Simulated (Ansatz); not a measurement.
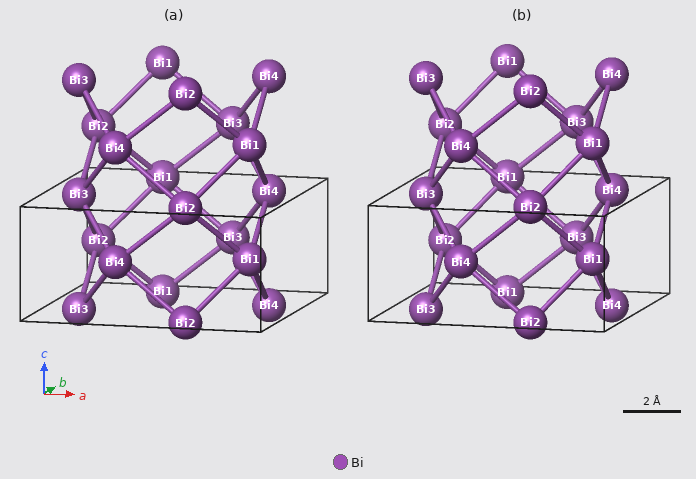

The structure of crystalline Bi (built on the database_140 type) before (left) and after (right) a relaxation, at one scale.

A ball-and-stick model of the conventional cell (2 times the calculation's cell), repeated 1 × 1 × 2 with one cell outlined, seen slightly off an axis. Lengths and directions refer to the drawn axes.

Case: structure listed in a database for this formula (I4/mcm, No. 140).

Method: Ansatz, DFT r2SCAN, scalar-relativistic, plane waves, PAW. Settings: plane-wave cutoff 500 eV; k-point mesh 12 × 12 × 12; occupations gaussian; smearing width 0.1 eV; no spin polarisation; cell and atoms relaxed; force threshold 0.01 eV/Å; at most 80 steps.

Question: Summarise the run.

Answer: Over 4 accepted moves (5 points after the start) the energy falls by 13.3 meV per cell of the calculation. The largest force component goes from 0.041 to 0.0017 eV/Å. The pressure goes from −0.76 to −0.02 GPa. At 1 point the geometry stayed and the basis and grid were re-selected for the new cell (energy shift of 0.5 meV per cell of the calculation at most each time). The largest moves relative to the cell, 0.015 Å, are those of Bi1, Bi2, Bi3 and Bi4. Bi4 goes along [−1 1 0]. Cell: a = b 8.899 → 8.720 Å (−2.0 %), c 4.131 → 4.173 Å (+1.0 %). Volume −3.0 %. Near-neighbour distances that change, for instance: Bi1–Bi2 3.341 → 3.290 Å, Bi1–Bi3 3.315 → 3.304 Å. Bond angles that change, for instance: Bi2–Bi1–Bi2 76.4° → 78.7°. The space group stays I4/mcm (No. 140). The run took roughly 8 core-minutes on a shared host.
